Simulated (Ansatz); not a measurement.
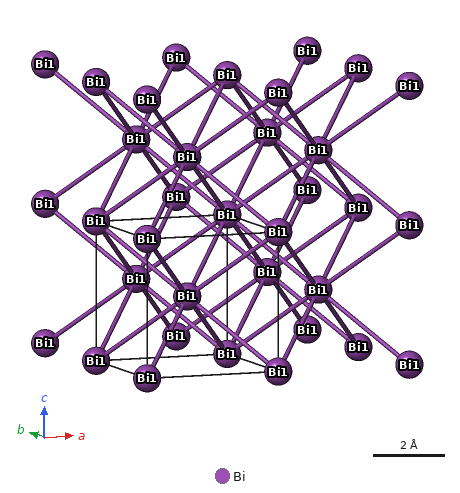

Reference structure: a symmetric starting cell of Bi. Style: ball-and-stick. Shown: the conventional cell (2 times the calculation's cell), repeated 2 × 2 × 2 with one cell outlined, slightly off an axis. Lengths and directions refer to the drawn axes.

Method: Ansatz 0.2.0, DFT PBE, scalar-relativistic, plane waves, PAW. Set-up: plane-wave cutoff 420 eV; k-point mesh 16 × 16 × 16; occupations gaussian; smearing width 0.1 eV; no spin polarisation.

Now this is done to it. All lengths are scaled by +3.4 % (volume +10.6 %), the atoms keeping their fractional coordinates. No relaxation follows. The starting cell wasn't computed here and needn't be at equilibrium, so pressure and forces aren't due to the change alone.

**What is the effect?**

Among the bonded contacts that change: Bi–Bi 3.432 → 3.549 Å. The space group stays Im-3m (No. 229). The pressure is −3.6 GPa (not all of it need come from the change, since the unchanged cell can be under pressure at this level too). All forces vanish by symmetry.

The changed structure in the same view:

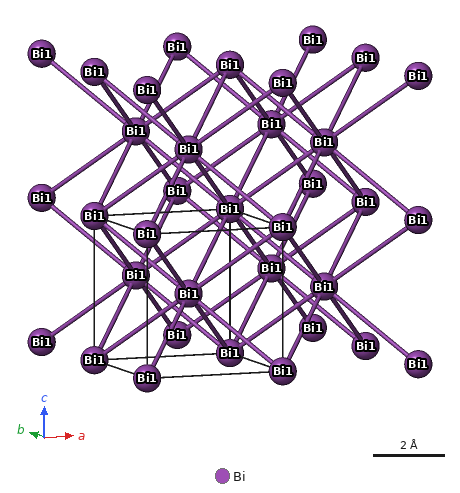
